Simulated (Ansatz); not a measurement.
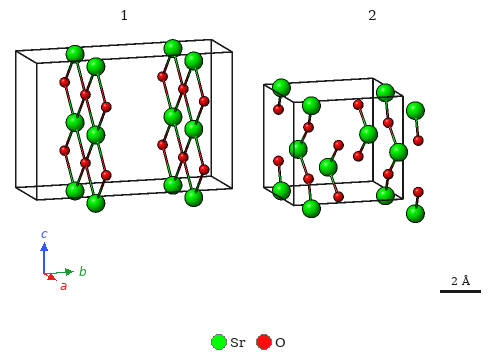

Two geometries of crystalline SrO (built on the random type) (coarse preliminary run), drawn at one scale. One is the start of a relaxation, the other its converged end. A ball-and-stick model of the cell of the calculation, repeated 2 × 1 × 1 with one cell outlined, seen slightly off an axis.

Method: Ansatz, DFT PBE, scalar-relativistic, plane waves, PAW. Set-up: plane-wave cutoff 420 eV; k-point mesh 4 × 4 × 4; occupations gaussian; smearing width 0.1 eV; no spin polarisation; cell and atoms relaxed; force threshold 0.04 eV/Å; at most 70 steps.

> Which one is relaxed?

Structure 1 is the relaxed one. Case: random cell with space group Pccm (No. 49). The largest moves relative to the cell, 1.81 Å, are those of Sr atoms. Largest moves by element: Sr 1.81 Å, O 1.18 Å. The drawn cell changes as follows: a 5.030 → 3.486 Å (−30.7 %), b 5.720 → 10.247 Å (+79.1 %), c 5.244 → 6.957 Å (+32.7 %); the volume changes by +64.7 %. Some distances before and after: Sr–Sr 2.500 → 6.192 Å, O–O 1.537 → 5.118 Å, O–Sr 2.181 → 5.679 Å, Sr–Sr 2.863 → 6.188 Å. New bonds form: O–Sr (4.14 → 2.46 Å). Among the angles between lasting bonds that change: Sr–O–Sr 167.1° → 180.0°, O–Sr–O 98.6° → 89.9°. The space group (tolerance 0.01 Å) goes from Pccm (No. 49) to P4/mmm (No. 123). After 31 accepted moves (37 points after the start) the energy has fallen by 42.192 eV per cell of the calculation. The largest force component goes from 22 to 0.0008 eV/Å. Pressure: 108.04 GPa at the start and 0.06 GPa at the end. The line search rejected the trial step at point 28 of the run. At 5 points the geometry stayed and the basis and grid were re-selected for the new cell (energy shift of 1.290 eV per cell of the calculation at most each time).
